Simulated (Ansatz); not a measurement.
```xyz
4
Lattice="3.1800 0.0000 0.0000 -1.5900 2.7540 0.0000 0.0000 0.0000 5.1660" Properties=species:S:1:pos:R:3 pbc="T T T"
Ga    0.0000    1.8360    0.0000
Ga    1.5900    0.9180    2.5830
N     0.0000    1.8360    1.9373
N     1.5900    0.9180    4.5203
```

Space group P6_3mc.

The calculation used DFT r2SCAN, scalar-relativistic, plane waves, PAW in Ansatz.

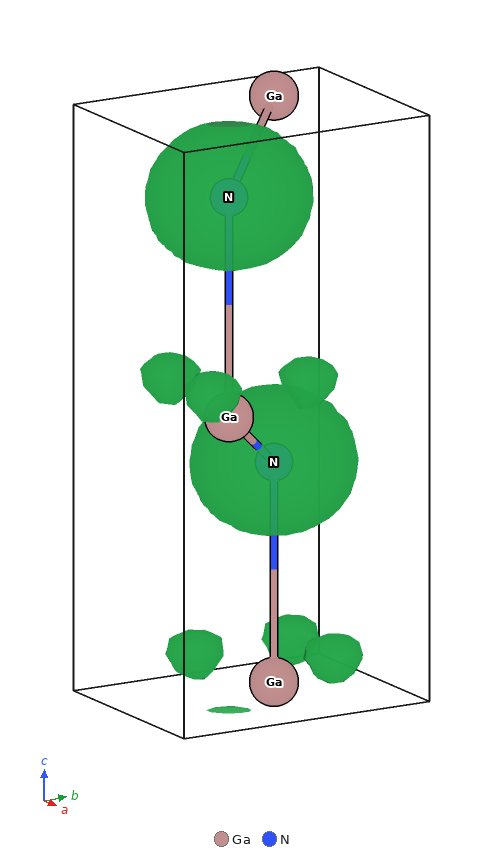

GaN. Density of the Kohn–Sham states from +2.4 to +3.0 eV about the valence-band maximum (the bottom of the conduction band), scaled to one electron a cell: green surface at 0.04 1/Å³, in the conventional cell seen slightly off an axis.

In a PAW calculation such maps are meaningful between the atoms, not at the nuclei.

> What is the character of these states?

Projected on a minimal set of atomic orbitals (Löwdin), they are Ga 4s (40 %), N 2s (40 %) and N 2p (10 %).
In space (atomic cells sized by Bader volumes) the density divides as N about 70 % and Ga about 30 %.
It nearly vanishes midway along the shortest Ga–N contact.
